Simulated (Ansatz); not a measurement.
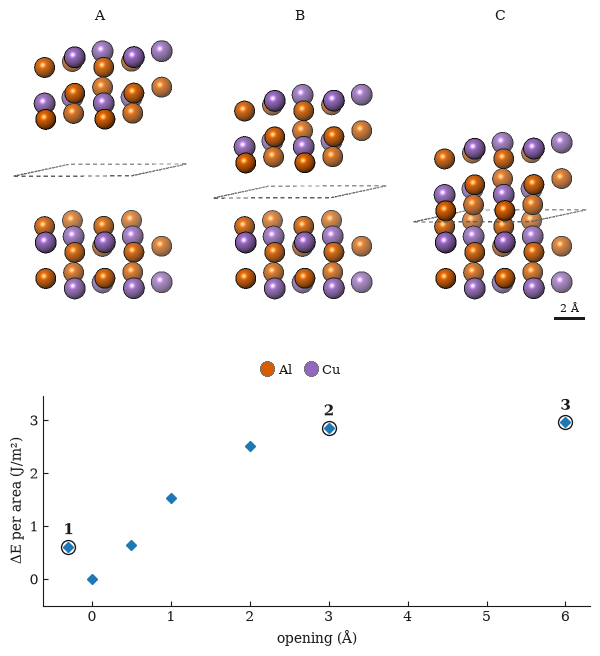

A scan of a crystal of Al₂Cu (Fm-3m): the crystal is pulled apart rigidly along the normal of the (1 1 1) plane of the conventional cell, at a cut between a plane of Al below and one of Al above, 1.65 Å apart. One cut stands in each cell, which starts 9.9 Å high; nothing is relaxed, and the dashed outline marks the cut. The frames are shuffled; the numbered points of the plot belong to them. The picture is a spheres-only view of the layers on both sides of the cut, seen from the side, nearly along the cut plane.

Theory: DFT PBEsol, scalar-relativistic, plane waves, PAW (Ansatz 0.2.0). Settings: plane-wave cutoff 420 eV; k-point mesh 13 × 13 × 5; occupations gaussian; smearing width 0.15 eV; no spin polarisation. Energies (free energies at the smearing named) are counted from the relaxed crystal.

**Match the frames to the points.**

Point 1 is frame C (the opening −0.30 Å, 0.611 J/m²); 2 is frame B (the opening 3.00 Å, 2.856 J/m²); 3 is frame A (the opening 6.00 Å, 2.959 J/m²). At the widest opening, 6.00 Å, the energy has risen by 2.959 J/m², where the curve has levelled off: this is the ideal work of separation, the sum of the two unrelaxed surface energies of a slab 9.9 Å thick. The steepest rise lies between 0.50 Å and 1.00 Å, with a mean traction of about 18 GPa. Pressing the cut together by 0.30 Å costs 0.611 J/m².
